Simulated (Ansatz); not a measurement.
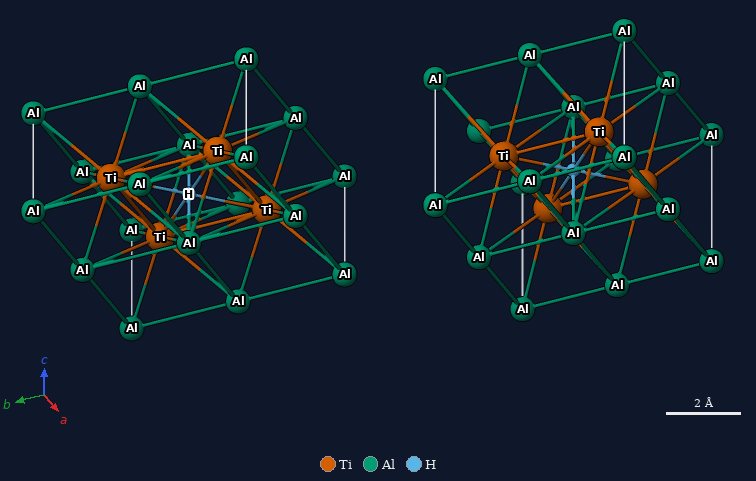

Two geometries of a crystal of Ti$_{4}$Al$_{4}$H (set up in P4/mmm) (coarse preliminary run), drawn at one scale. One is the start of a relaxation, the other its converged end. The picture is a ball-and-stick view of the cell of the calculation, seen from a free direction.

The calculation used DFT PBE, scalar-relativistic, plane waves, PAW (Ansatz 0.2.0). Set-up: plane-wave cutoff 420 eV; k-point mesh 4 × 4 × 6; occupations gaussian; smearing width 0.1 eV; no spin polarisation; cell and atoms relaxed; force threshold 0.0325 eV/Å; at most 70 steps.

Question: Which of the two is the end point?

Answer: The right one is the relaxed one. Case: 1 H put on empty site 1 of 4 host cells, relaxed. The largest moves relative to the cell, 0.014 Å, are those of Ti atoms. Al and H stay in place. The volume changes by +1.4 %, with a = b 6.373 → 5.655 Å (−11.3 %), c 3.187 → 4.105 Å (+28.8 %). Among the contacts that change: Ti–Ti 3.187 → 4.105 Å, Al–H 1.593 → 2.053 Å, Ti–Ti 3.187 → 2.807 Å, Al–Al 3.187 → 2.828 Å. The space group stays P4/mmm (No. 123). After 9 accepted moves (11 points after the start) the energy has fallen by 253 meV per atom. The largest force component goes from 0.085 to 0.0023 eV/Å. The pressure goes from 3.09 to −0.07 GPa. The SCF was repeated twice at an unchanged geometry on a basis and grid sized afresh for the cell, which shifted the energy by 19.1 meV per atom at most.
